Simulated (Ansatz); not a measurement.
Input

```
crystal:
  lattice:
    - [2.7521713452, 0.0, 0.0]
    - [0.0, 2.7521713452, 0.0]
    - [0.0, 0.0, 2.7521713452]
  atoms:
    - { symbol: Ag, position: [0.0, 0.0, 0.0] }
hamiltonian:
  xc: hse06
  pseudopotentials:
    kind: paw
    azcp:
      Ag: "pseudopotentials/Ag.paw.azcp"
basis:
  ecutwfc: 420
  fft_grid_basis: typed
kpoints:
  mp_grid: { grid: [6, 6, 6], shift: [0, 0, 0] }
magnetization:
  spin_polarized: false
scf:
  occupations: { method: fermi_dirac, width: 0.1 }
output:
  write_density: true
  write_potential: true
  elf: true
  volumetric_format: npy
```

Run with:

```sh
ansatz run input.yaml --threads 4 --pin off --max-ram 8192MiB --backend cpu --events-out ev --progress --plain --runs-dir out
```

Below, planes, directions and counts refer to the conventional cell (a = 2.75 Å, b = 2.75 Å, c = 2.75 Å, α = 90.00°, β = 90.00°, γ = 90.00°).

Space group Pm-3m; set up as Ag, simple cubic; a generated structure, not necessarily the stable one; computed without spin polarisation.

Computed with Ansatz 0.2.0, DFT, HSE06, plane waves (420 eV) with PAW, scalar-relativistic.

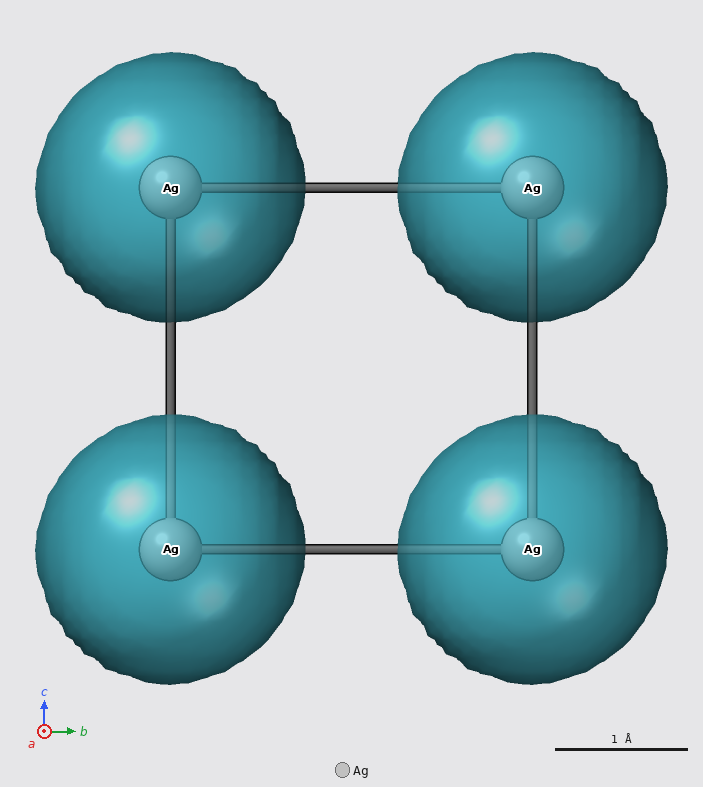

Ag. Isosurface of the valence pseudo-density at 0.6 e/Å³ (cyan), seen along the a axis. Sticks mark near contacts.

Q: Which contacts does the surface bridge?

A: At this value the density breaks into separate islands; it holds about 85 % of the electrons treated as valence (semicore included). It bridges none of the near contacts. It is pinched off along the shortest Ag–Ag (2.75 Å) contacts. On the grid the lowest density along these lines, outside the cores, is 0.25 e/Å³ (Ag–Ag, 2.75 Å).
